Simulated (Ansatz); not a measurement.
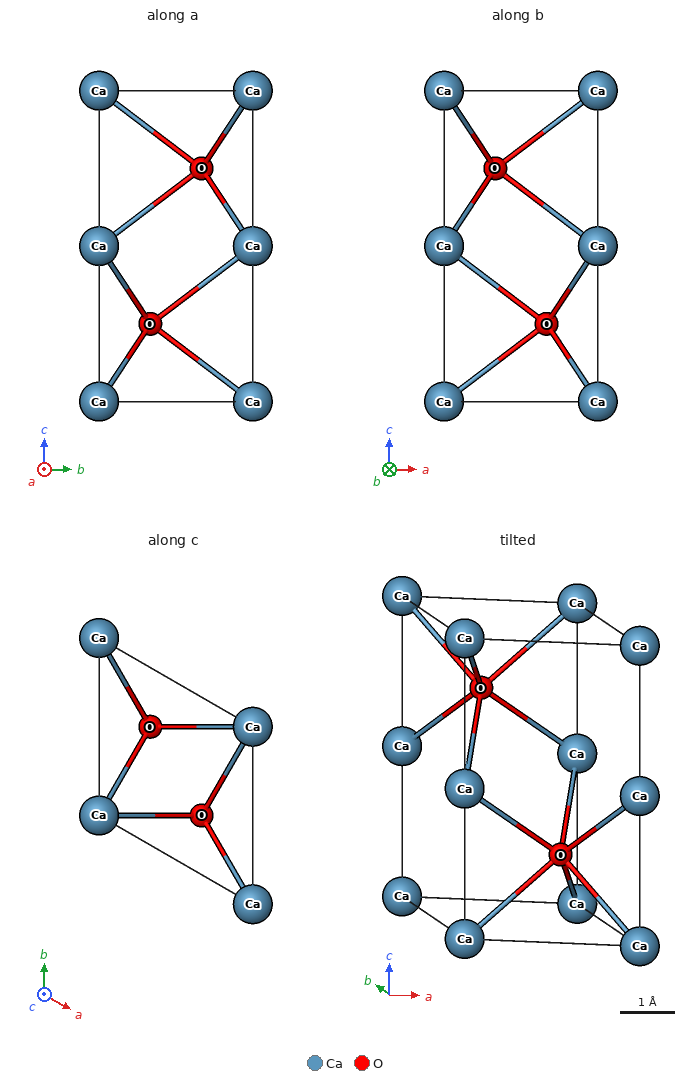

Shown here is a ball-and-stick view of the crystal, taken along the a axis, along the b axis, along the c axis and slightly off an axis. The conventional unit cell is outlined; an atom on or near a face, edge or corner is repeated at each equivalent position.

Lattice parameters: a = 3.320 Å, b = 3.320 Å, c = 5.814 Å, α = 90.00°, β = 90.00°, γ = 120.00°.

**Write down what is shown as a table of Wyckoff sites.**

Space group P6_3/mmc (No. 194).
| atom | site | x | y | z |
| --- | --- | --- | --- | --- |
| Ca | 2a | 0.0000 | 0.0000 | 0.5000 |
| O | 2d | 0.3333 | 0.6667 | 0.7500 |

It goes back to a structure type filled with these elements by a generator (whether the compound takes this form wasn't checked). Earlier steps of the study, as a rule a relaxation of our own, may have changed the cell and positions, so they can lie some per cent off the listed ones. It was set up as input for a calculation with Ansatz.
